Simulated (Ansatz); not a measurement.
**CuO: single-point calculation (part 1 of 2)**

- system: CuO (C2/c, 4 atoms in the cell)
- method: DFT PBE+U, scalar-relativistic, plane waves, PAW, Ueff = 5 eV on Cu atom 1 d; Ueff = 5 eV on Cu atom 2 d, spin-polarised (Ansatz 0.2.0)

The structure derives from an entry of the Crystallography Open Database. It belongs to a series of runs on one base structure; here: from atoms, default search. Figures and captions count atoms from 1; the log counts them from 0 in places.

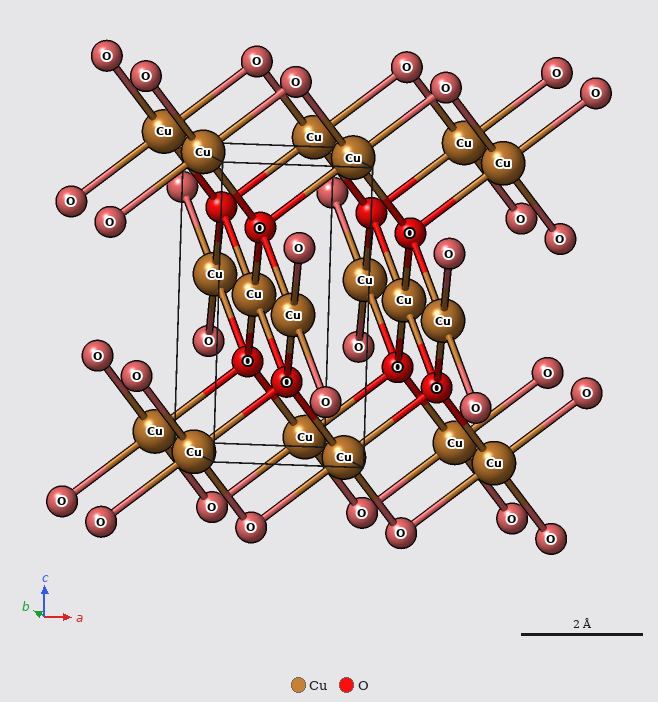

*The input geometry (ball-and-stick view of the cell of the calculation, repeated 2 × 2 × 1, seen slightly off an axis; neighbours outside the cell are drawn fainter).*

Near neighbours in the crystal (not all of them lie inside the picture): Cu has 4 O at 1.95 to 1.96 Å; O has 4 Cu at 1.95 to 1.96 Å.

**Input**
```yaml
crystal:
  lattice:
    - [2.34184962, -1.71129972, 0.0]
    - [2.34184962, 1.71129972, 0.0]
    - [-0.85002986, 0.0, 5.05786919]
  atoms:
    - { symbol: Cu, position: [0.0, 0.5, 0.0], spin: 1.0 }
    - { symbol: Cu, position: [0.5, 0.0, 0.5], spin: 1.0 }
    - { symbol: O, position: [0.5816, 0.4184, 0.25] }
    - { symbol: O, position: [0.4184, 0.5816, 0.75] }
basis:
  ecutwfc: 420
  ecutrho_ratio: 4
kpoints:
  mp_grid: { grid: [7, 7, 4] }
hamiltonian:
  xc: pbe
  hubbard:
    sites: [{ site: 0, l: d, u_eff: 5.0 }, { site: 1, l: d, u_eff: 5.0 }]
scf:
  occupations: { method: gaussian, width: 0.05 }
output:
  forces: true
  stress: true
  eigenvalues: true
  populations: true
  hubbard: { sites: [{ site: 0, l: d }, { site: 1, l: d }] }
  write_density: true
  write_potential: true
  elf: true
  volumetric_format: npy
magnetization:
  spin_polarized: true
```

Machine: 2 threads of Intel Xeon (Sapphire Rapids), 64 GiB of memory available, shared host.

Command:
```bash
ansatz run input.yaml --threads 2 --pin off --max-ram 3072MiB --backend cpu --events-out ev --progress --plain --runs-dir out
```

**The program's output**
```
Cu: projections on atomic orbitals take those of the free atom [Ne] 3s2 3p6 3d10 4s1, of charge +0.00 (hamiltonian.pseudopotentials.projection_atoms); the dataset's partial waves leave at most 2.0e-6 of an orbital's norm unspanned inside its sphere
O: projections on atomic orbitals take those of the free atom [He] 2s2 2p4, of charge +0.00 (hamiltonian.pseudopotentials.projection_atoms); the dataset's partial waves leave at most 1.9e-8 of an orbital's norm unspanned inside its sphere
Engine: ansatz 0.2.0, x86_64-unknown-linux-gnu
Pseudopotentials: kind: paw
Pseudopotential: Cu, paw, valence charge 19, recommended cutoff 420 eV (normal), Cu.paw.azcp
Pseudopotential: O, paw, valence charge 6, recommended cutoff 420 eV (normal), O.paw.azcp
Functional definition: PBE
  parameter kappa = 0.804
  parameter beta = 0.06672455060314922
  exchange = pbe_x(kappa = kappa, mu = beta*pi^2/3)
  correlation = pbe_c(beta = beta)
Crystal: 4 atoms, lattice volume = 40.540 Å³
Basis set: ecut = 420 eV, 787 PW (Γ), exchange–correlation on 40×40×72 points (8 copies of the dense FFT grid, shifted against one another)
Bands: 32, of which v1, the nominal top of the filled ones, is band 25 counted from 1 (24 counted from 0)
Symmetry: 4 space group operations
Space group: C2/c (ITA 15), of the structure as read, at distance tolerance 3.4e-5 Å
Magnetic group: BNS 15.85 (UNI 92), of the structure as read, at distance tolerance 3.4e-5 Å
k-points: 60 of 196
Non-local potential: Cu, projectors of the file, l = 0: 3, l = 1: 2, l = 2: 3, l = 3: 1
Non-local potential: O, projectors of the file, l = 0: 2, l = 1: 2, l = 2: 1
PAW form: soft (Blöchl's): semilocal exchange-correlation on the pseudo side does not see the compensation charge
PAW one-centre angular grid: Cu, 590 points (default); XC on 64 Gauss nodes
PAW one-centre angular grid: O, 110 points (default); XC on 64 Gauss nodes
Initial density: superposition of atomic densities (chi_scale 0.1, normalization cell, long waves kept (reshape's long-wave potential 0.00 eV rms))
Starting moments: Σ|m| = 2 μB on 2 of 4 sites
Initial wavefunctions: pseudopotential atomic-orbital guess
Functional: x = pbe(κ = 0.804, μ = 0.2195149727645171), c = pbe(β = 0.06672455060314922)
iter 1 solved again at ethr=2.81e-3 eV; its pass at ethr=3.10e-3 eV (dr2=1.40e0 eV) is discarded
SCF iter   1: F=—  HF=-14379.533911 eV  |F-HF|=—  |Δ(HF+E_count)|=         —  Δρ=1.16e-1 (↑7.26e-2 ↓1.16e-1)  dr2=1.41e0  dr2_m=2.97e0  M=0.414 μB ∫|m|=0.462 μB  β_m=0.30  ethr=2.81e-3  ⟨swp⟩=1.1  Hψ=18448  notcnv=0
preconditioner: auto → Kerker (q_TF=auto, 2.825 Å⁻¹)  [metal: Δε(μ)=0.016 eV  Ē_g=14.487 eV  σ=0.050 eV  W_gap=0.18  n_scr=20 (ndim 8)  ℏωp=34.0 eV  f_vac=0.000  D(μ)=1.87/eV (n_scr^D=20)]
spin=Collinear: Kerker preconditioning applied to the charge; magnetization (m = ρ↑ − ρ↓) channel mixes plain (no charge-response kernel on spin).
SCF iter   2: F=—  HF=-14379.644661 eV  |F-HF|=—  |Δ(HF+E_count)|=   1.11e-1  Δρ=6.64e-2 (↑6.64e-2 ↓5.82e-2)  dr2=1.31e-1  dr2_m=1.31e0  M=0.499 μB ∫|m|=0.541 μB  β_m=0.30  ethr=2.81e-3  ⟨swp⟩=2.4  Hψ=5888  notcnv=0
SCF iter   3: F=—  HF=-14379.885673 eV  |F-HF|=—  |Δ(HF+E_count)|=   2.41e-1  Δρ=4.84e-2 (↑4.84e-2 ↓4.06e-2)  dr2=7.63e-2  dr2_m=6.65e-1  M=0.501 μB ∫|m|=0.539 μB  β_m=0.30  ethr=2.61e-4  ⟨swp⟩=2.0  Hψ=6665  notcnv=0  defer=231
SCF iter   4: F=—  HF=-14380.088013 eV  |F-HF|=—  |Δ(HF+E_count)|=   2.02e-1  Δρ=3.21e-2 (↑3.21e-2 ↓2.62e-2)  dr2=1.90e-2  dr2_m=3.13e-1  M=0.529 μB ∫|m|=0.562 μB  β_m=0.30  ethr=1.53e-4  ⟨swp⟩=2.4  Hψ=7262  notcnv=0  defer=231
SCF iter   5: F=—  HF=-14380.141373 eV  |F-HF|=—  |Δ(HF+E_count)|=   5.34e-2  Δρ=2.37e-2 (↑2.37e-2 ↓1.65e-2)  dr2=2.13e-2  dr2_m=1.49e-1  M=0.551 μB ∫|m|=0.581 μB  β_m=0.30  ethr=3.81e-5  ⟨swp⟩=2.5  Hψ=6102  notcnv=0  defer=231
SCF iter   6: F=—  HF=-14380.164671 eV  |F-HF|=—  |Δ(HF+E_count)|=   2.33e-2  Δρ=1.55e-2 (↑1.42e-2 ↓1.55e-2)  dr2=1.83e-3  dr2_m=8.08e-2  M=0.546 μB ∫|m|=0.574 μB  β_m=0.30  ethr=3.81e-5  ⟨swp⟩=2.3  Hψ=5693  notcnv=0  defer=232
SCF iter   7: F=—  HF=-14380.180675 eV  |F-HF|=—  |Δ(HF+E_count)|=   1.60e-2  Δρ=1.22e-2 (↑8.77e-3 ↓1.22e-2)  dr2=2.95e-3  dr2_m=4.06e-2  M=0.553 μB ∫|m|=0.580 μB  β_m=0.30  ethr=3.66e-6  ⟨swp⟩=2.0  Hψ=7412  notcnv=0  defer=232
Mixer restart at iter 7: flushing history
spin-set hold released at iteration 7 (site moments contracting): the magnetisation degrees of freedom join the quasi-Newton model from the next iteration; the mixer history was flushed
SCF iter   8: F=—  HF=-14380.188741 eV  |F-HF|=—  |Δ(HF+E_count)|=   8.07e-3  Δρ=7.44e-3 (↑6.18e-3 ↓7.44e-3)  dr2=3.98e-4  dr2_m=1.72e-2  M=0.577 μB ∫|m|=0.601 μB  β_m=0.59  ethr=3.66e-6  ⟨swp⟩=1.9  Hψ=4593  notcnv=0  defer=232
SCF iter   9: F=—  HF=-14380.201249 eV  |F-HF|=—  |Δ(HF+E_count)|=   1.25e-2  Δρ=3.81e-3 (↑3.81e-3 ↓2.95e-3)  dr2=6.93e-4  dr2_m=3.92e-3  M=0.685 μB ∫|m|=0.705 μB  β_m=0.79  ethr=7.95e-7  ⟨swp⟩=2.3  Hψ=7033  notcnv=0  defer=232
SCF iter  10: F=—  HF=-14380.207509 eV  |F-HF|=—  |Δ(HF+E_count)|=   6.26e-3  Δρ=8.76e-3 (↑5.52e-3 ↓8.76e-3)  dr2=8.88e-3  dr2_m=1.71e-2  M=0.814 μB ∫|m|=0.833 μB  β_m=0.90  ethr=7.95e-7  ⟨swp⟩=2.0  Hψ=7426  notcnv=0  defer=233  recentre
SCF iter  11: F=—  HF=-14380.203120 eV  |F-HF|=—  |Δ(HF+E_count)|=   4.39e-3  Δρ=7.04e-3 (↑4.11e-3 ↓7.04e-3)  dr2=5.35e-3  dr2_m=1.06e-2  M=0.731 μB ∫|m|=0.749 μB  β_m=0.95  ethr=7.95e-7  ⟨swp⟩=1.9  Hψ=4780  notcnv=0  defer=233
SCF iter  12: F=—  HF=-14380.198532 eV  |F-HF|=—  |Δ(HF+E_count)|=   4.59e-3  Δρ=3.78e-3 (↑2.61e-3 ↓3.78e-3)  dr2=2.24e-3  dr2_m=3.26e-3  M=0.601 μB ∫|m|=0.620 μB  β_m=0.72  ethr=7.95e-7  ⟨swp⟩=2.0  Hψ=6151  notcnv=0  defer=233
SCF iter  13: F=—  HF=-14380.196240 eV  |F-HF|=—  |Δ(HF+E_count)|=   2.29e-3  Δρ=1.20e-3 (↑9.33e-4 ↓1.20e-3)  dr2=2.35e-4  dr2_m=3.54e-4  M=0.491 μB ∫|m|=0.509 μB  β_m=0.75  ethr=7.95e-7  ⟨swp⟩=2.1  Hψ=5587  notcnv=0  defer=233
SCF iter  14: F=—  HF=-14380.195766 eV  |F-HF|=—  |Δ(HF+E_count)|=   4.74e-4  Δρ=1.27e-3 (↑9.33e-4 ↓1.27e-3)  dr2=1.99e-4  dr2_m=3.91e-4  M=0.455 μB ∫|m|=0.472 μB  β_m=0.88  ethr=4.71e-7  ⟨swp⟩=2.2  Hψ=5334  notcnv=0  defer=232
SCF iter  15: F=—  HF=-14380.195169 eV  |F-HF|=—  |Δ(HF+E_count)|=   5.97e-4  Δρ=1.11e-3 (↑9.05e-4 ↓1.11e-3)  dr2=1.10e-4  dr2_m=3.36e-4  M=0.412 μB ∫|m|=0.427 μB  β_m=0.53  ethr=3.97e-7  ⟨swp⟩=2.0  Hψ=5476  notcnv=0  defer=232
SCF iter  16: F=—  HF=-14380.194573 eV  |F-HF|=—  |Δ(HF+E_count)|=   5.96e-4  Δρ=1.24e-3 (↑1.03e-3 ↓1.24e-3)  dr2=1.52e-4  dr2_m=4.26e-4  M=0.376 μB ∫|m|=0.390 μB  β_m=0.12  ethr=2.20e-7  ⟨swp⟩=2.0  Hψ=5671  notcnv=0  defer=232
SCF iter  17: F=—  HF=-14380.194163 eV  |F-HF|=—  |Δ(HF+E_count)|=   4.11e-4  Δρ=1.33e-3 (↑1.25e-3 ↓1.33e-3)  dr2=1.71e-4  dr2_m=5.43e-4  M=0.356 μB ∫|m|=0.368 μB  β_m=0.58  ethr=2.20e-7  ⟨swp⟩=2.0  Hψ=5378  notcnv=0  defer=231
SCF iter  18: F=—  HF=-14380.192439 eV  |F-HF|=—  |Δ(HF+E_count)|=   1.72e-3  Δρ=2.36e-3 (↑1.96e-3 ↓2.36e-3)  dr2=3.41e-4  dr2_m=1.63e-3  M=0.309 μB ∫|m|=0.317 μB  β_m=0.16  ethr=2.20e-7  ⟨swp⟩=2.0  Hψ=6231  notcnv=0  defer=231  recentre
SCF iter  19: F=—  HF=-14380.195177 eV  |F-HF|=—  |Δ(HF+E_count)|=   2.74e-3  Δρ=9.06e-4 (↑9.06e-4 ↓8.73e-4)  dr2=2.68e-5  dr2_m=2.82e-4  M=0.412 μB ∫|m|=0.428 μB  β_m=0.09  ethr=2.20e-7  ⟨swp⟩=2.3  Hψ=6929  notcnv=0  defer=231
SCF iter  20: F=—  HF=-14380.196652 eV  |F-HF|=—  |Δ(HF+E_count)|=   1.47e-3  Δρ=1.60e-3 (↑1.43e-3 ↓1.60e-3)  dr2=6.72e-5  dr2_m=8.23e-4  M=0.516 μB ∫|m|=0.534 μB  β_m=0.46  ethr=5.36e-8  ⟨swp⟩=2.4  Hψ=7127  notcnv=0  defer=231  recentre
SCF iter  21: F=—  HF=-14380.192912 eV  |F-HF|=—  |Δ(HF+E_count)|=   3.74e-3  Δρ=1.96e-3 (↑1.75e-3 ↓1.96e-3)  dr2=2.09e-4  dr2_m=1.20e-3  M=0.317 μB ∫|m|=0.326 μB  β_m=0.29  ethr=5.36e-8  ⟨swp⟩=3.0  Hψ=8839  notcnv=0  defer=231
SCF iter  22: F=—  HF=-14380.195011 eV  |F-HF|=—  |Δ(HF+E_count)|=   2.10e-3  Δρ=1.04e-3 (↑9.65e-4 ↓1.04e-3)  dr2=4.69e-5  dr2_m=3.51e-4  M=0.402 μB ∫|m|=0.417 μB  β_m=0.77  ethr=5.36e-8  ⟨swp⟩=2.5  Hψ=7941  notcnv=0  defer=230
SCF iter  23: F=—  HF=-14380.196941 eV  |F-HF|=—  |Δ(HF+E_count)|=   1.93e-3  Δρ=2.10e-3 (↑1.84e-3 ↓2.10e-3)  dr2=2.20e-4  dr2_m=1.34e-3  M=0.533 μB ∫|m|=0.551 μB  β_m=0.89  ethr=5.36e-8  ⟨swp⟩=3.0  Hψ=7803  notcnv=0  defer=230  recentre
SCF iter  24: F=—  HF=-14380.193785 eV  |F-HF|=—  |Δ(HF+E_count)|=   3.16e-3  Δρ=1.49e-3 (↑1.30e-3 ↓1.49e-3)  dr2=1.23e-4  dr2_m=6.64e-4  M=0.340 μB ∫|m|=0.352 μB  β_m=0.94  ethr=5.36e-8  ⟨swp⟩=3.0  Hψ=8551  notcnv=0  defer=230
SCF iter  25: F=—  HF=-14380.191129 eV  |F-HF|=—  |Δ(HF+E_count)|=   2.66e-3  Δρ=2.94e-3 (↑2.39e-3 ↓2.94e-3)  dr2=5.03e-4  dr2_m=2.51e-3  M=0.287 μB ∫|m|=0.294 μB  β_m=0.47  ethr=5.36e-8  ⟨swp⟩=2.2  Hψ=7294  notcnv=0  defer=230  recentre
SCF iter  26: F=—  HF=-14380.191048 eV  |F-HF|=—  |Δ(HF+E_count)|=   8.04e-5  Δρ=2.92e-3 (↑2.44e-3 ↓2.92e-3)  dr2=4.25e-4  dr2_m=2.56e-3  M=0.286 μB ∫|m|=0.292 μB  β_m=0.45  ethr=5.36e-8  ⟨swp⟩=1.0  Hψ=3677  notcnv=0  defer=230
SCF iter  27: F=—  HF=-14380.193319 eV  |F-HF|=—  |Δ(HF+E_count)|=   2.27e-3  Δρ=1.68e-3 (↑1.46e-3 ↓1.68e-3)  dr2=1.30e-4  dr2_m=8.73e-4  M=0.326 μB ∫|m|=0.336 μB  β_m=0.36  ethr=5.36e-8  ⟨swp⟩=2.3  Hψ=6691  notcnv=0  defer=230
SCF iter  28: F=—  HF=-14380.189921 eV  |F-HF|=—  |Δ(HF+E_count)|=   3.40e-3  Δρ=3.04e-3 (↑2.49e-3 ↓3.04e-3)  dr2=5.89e-4  dr2_m=2.68e-3  M=0.262 μB ∫|m|=0.268 μB  β_m=0.20  ethr=5.36e-8  ⟨swp⟩=2.6  Hψ=7181  notcnv=0  defer=230  recentre
SCF iter  29: F=—  HF=-14380.190491 eV  |F-HF|=—  |Δ(HF+E_count)|=   5.70e-4  Δρ=3.09e-3 (↑2.46e-3 ↓3.09e-3)  dr2=6.15e-4  dr2_m=2.72e-3  M=0.274 μB ∫|m|=0.281 μB  β_m=0.48  ethr=5.36e-8  ⟨swp⟩=2.2  Hψ=5592  notcnv=0  defer=230
SCF iter  30: F=—  HF=-14380.190807 eV  |F-HF|=—  |Δ(HF+E_count)|=   3.17e-4  Δρ=3.01e-3 (↑2.46e-3 ↓3.01e-3)  dr2=6.18e-4  dr2_m=2.62e-3  M=0.281 μB ∫|m|=0.287 μB  β_m=0.07  ethr=5.36e-8  ⟨swp⟩=2.2  Hψ=4576  notcnv=0  defer=230
SCF iter  31: F=—  HF=-14380.192538 eV  |F-HF|=—  |Δ(HF+E_count)|=   1.73e-3  Δρ=2.36e-3 (↑1.71e-3 ↓2.36e-3)  dr2=4.92e-4  dr2_m=1.39e-3  M=0.310 μB ∫|m|=0.319 μB  β_m=0.15  ethr=5.36e-8  ⟨swp⟩=2.0  Hψ=6628  notcnv=0  defer=230
SCF iter  32: F=—  HF=-14380.194599 eV  |F-HF|=—  |Δ(HF+E_count)|=   2.06e-3  Δρ=1.01e-3 (↑7.21e-4 ↓1.01e-3)  dr2=3.47e-5  dr2_m=2.68e-4  M=0.377 μB ∫|m|=0.391 μB  β_m=0.52  ethr=5.36e-8  ⟨swp⟩=3.1  Hψ=8004  notcnv=0  defer=230
SCF iter  33: F=—  HF=-14380.195434 eV  |F-HF|=—  |Δ(HF+E_count)|=   8.35e-4  Δρ=1.03e-3 (↑8.17e-4 ↓1.03e-3)  dr2=1.07e-4  dr2_m=2.84e-4  M=0.430 μB ∫|m|=0.446 μB  β_m=0.57  ethr=5.36e-8  ⟨swp⟩=2.0  Hψ=7126  notcnv=0  defer=230
SCF iter  34: F=—  HF=-14380.197449 eV  |F-HF|=—  |Δ(HF+E_count)|=   2.02e-3  Δρ=2.56e-3 (↑2.17e-3 ↓2.56e-3)  dr2=3.36e-4  dr2_m=1.98e-3  M=0.560 μB ∫|m|=0.578 μB  β_m=0.30  ethr=5.36e-8  ⟨swp⟩=2.7  Hψ=7357  notcnv=0  defer=230  recentre
SCF iter  35: F=—  HF=-14380.196089 eV  |F-HF|=—  |Δ(HF+E_count)|=   1.36e-3  Δρ=1.23e-3 (↑1.06e-3 ↓1.23e-3)  dr2=8.98e-5  dr2_m=4.64e-4  M=0.478 μB ∫|m|=0.496 μB  β_m=0.89  ethr=5.36e-8  ⟨swp⟩=2.0  Hψ=6788  notcnv=0  defer=230
SCF iter  36: F=—  HF=-14380.198985 eV  |F-HF|=—  |Δ(HF+E_count)|=   2.90e-3  Δρ=3.93e-3 (↑3.32e-3 ↓3.93e-3)  dr2=7.78e-4  dr2_m=4.61e-3  M=0.624 μB ∫|m|=0.642 μB  β_m=0.95  ethr=5.36e-8  ⟨swp⟩=2.5  Hψ=6876  notcnv=0  defer=230  recentre
SCF iter  37: F=—  HF=-14380.198625 eV  |F-HF|=—  |Δ(HF+E_count)|=   3.60e-4  Δρ=3.64e-3 (↑3.06e-3 ↓3.64e-3)  dr2=6.74e-4  dr2_m=3.96e-3  M=0.610 μB ∫|m|=0.629 μB  β_m=0.97  ethr=5.36e-8  ⟨swp⟩=1.0  Hψ=3859  notcnv=0  defer=230
SCF iter  38: F=—  HF=-14380.198742 eV  |F-HF|=—  |Δ(HF+E_count)|=   1.17e-4  Δρ=3.70e-3 (↑3.19e-3 ↓3.70e-3)  dr2=6.84e-4  dr2_m=4.18e-3  M=0.615 μB ∫|m|=0.633 μB  β_m=0.50  ethr=5.36e-8  ⟨swp⟩=1.5  Hψ=4535  notcnv=0  defer=230
SCF iter  39: F=—  HF=-14380.197049 eV  |F-HF|=—  |Δ(HF+E_count)|=   1.69e-3  Δρ=2.18e-3 (↑1.88e-3 ↓2.18e-3)  dr2=2.64e-4  dr2_m=1.45e-3  M=0.539 μB ∫|m|=0.557 μB  β_m=0.44  ethr=5.36e-8  ⟨swp⟩=2.0  Hψ=6349  notcnv=0  defer=230
SCF iter  40: F=—  HF=-14380.195794 eV  |F-HF|=—  |Δ(HF+E_count)|=   1.25e-3  Δρ=1.08e-3 (↑1.01e-3 ↓1.08e-3)  dr2=7.07e-5  dr2_m=3.80e-4  M=0.456 μB ∫|m|=0.473 μB  β_m=0.53  ethr=5.36e-8  ⟨swp⟩=2.0  Hψ=6923  notcnv=0  defer=230
SCF iter  41: F=—  HF=-14380.195420 eV  |F-HF|=—  |Δ(HF+E_count)|=   3.75e-4  Δρ=9.75e-4 (↑8.66e-4 ↓9.75e-4)  dr2=4.58e-5  dr2_m=2.96e-4  M=0.429 μB ∫|m|=0.445 μB  β_m=0.77  ethr=5.36e-8  ⟨swp⟩=2.0  Hψ=6313  notcnv=0  defer=230
SCF iter  42: F=—  HF=-14380.194848 eV  |F-HF|=—  |Δ(HF+E_count)|=   5.72e-4  Δρ=1.00e-3 (↑9.32e-4 ↓1.00e-3)  dr2=4.46e-5  dr2_m=3.25e-4  M=0.391 μB ∫|m|=0.405 μB  β_m=0.88  ethr=5.36e-8  ⟨swp⟩=2.0  Hψ=6430  notcnv=0  defer=230
SCF iter  43: F=—  HF=-14380.194687 eV  |F-HF|=—  |Δ(HF+E_count)|=   1.61e-4  Δρ=1.09e-3 (↑9.48e-4 ↓1.09e-3)  dr2=6.39e-5  dr2_m=3.57e-4  M=0.382 μB ∫|m|=0.396 μB  β_m=0.11  ethr=5.36e-8  ⟨swp⟩=2.2  Hψ=5284  notcnv=0  defer=230
SCF iter  44: F=—  HF=-14380.194520 eV  |F-HF|=—  |Δ(HF+E_count)|=   1.67e-4  Δρ=1.10e-3 (↑1.01e-3 ↓1.10e-3)  dr2=6.77e-5  dr2_m=3.85e-4  M=0.373 μB ∫|m|=0.386 μB  β_m=0.52  ethr=5.36e-8  ⟨swp⟩=2.3  Hψ=5090  notcnv=0  defer=230
SCF iter  45: F=—  HF=-14380.195278 eV  |F-HF|=—  |Δ(HF+E_count)|=   7.58e-4  Δρ=9.90e-4 (↑8.62e-4 ↓9.90e-4)  dr2=4.92e-5  dr2_m=2.98e-4  M=0.419 μB ∫|m|=0.434 μB  β_m=0.59  ethr=5.36e-8  ⟨swp⟩=2.0  Hψ=6626  notcnv=0  defer=230
SCF iter  46: F=—  HF=-14380.195719 eV  |F-HF|=—  |Δ(HF+E_count)|=   4.41e-4  Δρ=1.06e-3 (↑9.45e-4 ↓1.06e-3)  dr2=5.94e-5  dr2_m=3.42e-4  M=0.451 μB ∫|m|=0.467 μB  β_m=0.10  ethr=5.36e-8  ⟨swp⟩=2.0  Hψ=6388  notcnv=0  defer=230
SCF iter  47: F=—  HF=-14380.196429 eV  |F-HF|=—  |Δ(HF+E_count)|=   7.10e-4  Δρ=1.59e-3 (↑1.45e-3 ↓1.59e-3)  dr2=1.52e-4  dr2_m=7.60e-4  M=0.501 μB ∫|m|=0.519 μB  β_m=0.02  ethr=5.36e-8  ⟨swp⟩=2.0  Hψ=6401  notcnv=0  defer=230  recentre
SCF iter  48: F=—  HF=-14380.195963 eV  |F-HF|=—  |Δ(HF+E_count)|=   4.66e-4  Δρ=1.16e-3 (↑1.10e-3 ↓1.16e-3)  dr2=8.43e-5  dr2_m=4.18e-4  M=0.469 μB ∫|m|=0.486 μB  β_m=0.01  ethr=5.36e-8  ⟨swp⟩=2.0  Hψ=6191  notcnv=0  defer=230
SCF iter  49: F=—  HF=-14380.196512 eV  |F-HF|=—  |Δ(HF+E_count)|=   5.49e-4  Δρ=1.65e-3 (↑1.65e-3 ↓1.65e-3)  dr2=2.02e-4  dr2_m=8.89e-4  M=0.506 μB ∫|m|=0.524 μB  β_m=0.04  ethr=5.36e-8  ⟨swp⟩=2.0  Hψ=6187  notcnv=0  defer=230
SCF iter  50: F=—  HF=-14380.203033 eV  |F-HF|=—  |Δ(HF+E_count)|=   6.52e-3  Δρ=6.37e-3 (↑5.61e-3 ↓6.37e-3)  dr2=1.96e-3  dr2_m=1.25e-2  M=0.738 μB ∫|m|=0.756 μB  β_m=0.05  ethr=5.36e-8  ⟨swp⟩=3.1  Hψ=8168  notcnv=0  defer=230  recentre
SCF iter  51: F=—  HF=-14380.194725 eV  |F-HF|=—  |Δ(HF+E_count)|=   8.31e-3  Δρ=1.08e-3 (↑9.53e-4 ↓1.08e-3)  dr2=6.34e-5  dr2_m=3.55e-4  M=0.384 μB ∫|m|=0.398 μB  β_m=0.04  ethr=5.36e-8  ⟨swp⟩=3.0  Hψ=9263  notcnv=0  defer=229
SCF iter  52: F=—  HF=-14380.195105 eV  |F-HF|=—  |Δ(HF+E_count)|=   3.80e-4  Δρ=1.00e-3 (↑8.80e-4 ↓1.00e-3)  dr2=5.17e-5  dr2_m=3.05e-4  M=0.407 μB ∫|m|=0.422 μB  β_m=0.03  ethr=5.36e-8  ⟨swp⟩=2.0  Hψ=6353  notcnv=0  defer=229
```
